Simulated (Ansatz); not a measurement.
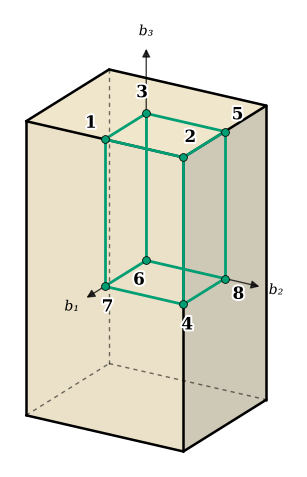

For Mo, the geometry relaxed with DFT PBE, scalar-relativistic, plane waves, PAW (Ansatz); the starting structure was generated, so it need not be a known form of this composition: the first Brillouin zone of a primitive orthorhombic lattice (oP; extended symbol oP1) is drawn with its special points numbered. All values are computed from the atomic coordinates in the standard setting (tolerance 0.002 Å).

a = 5.273 Å, b = 4.582 Å, c = 2.653 Å, α = 90.00°, β = 90.00°, γ = 90.00°.

Labels and path follow the convention of Hinuma et al. (2017), as computed by seekpath; the arrows show the directions of the reciprocal primitive vectors b₁, b₂, b₃, in which coordinates are given.

> Give the label and coordinates of each numbered point.

| no. | label | coordinates |
| --- | --- | --- |
| 1 | U | (1/2, 0, 1/2) |
| 2 | R | (1/2, 1/2, 1/2) |
| 3 | Z | (0, 0, 1/2) |
| 4 | S | (1/2, 1/2, 0) |
| 5 | T | (0, 1/2, 1/2) |
| 6 | Γ | (0, 0, 0) |
| 7 | X | (1/2, 0, 0) |
| 8 | Y | (0, 1/2, 0) |
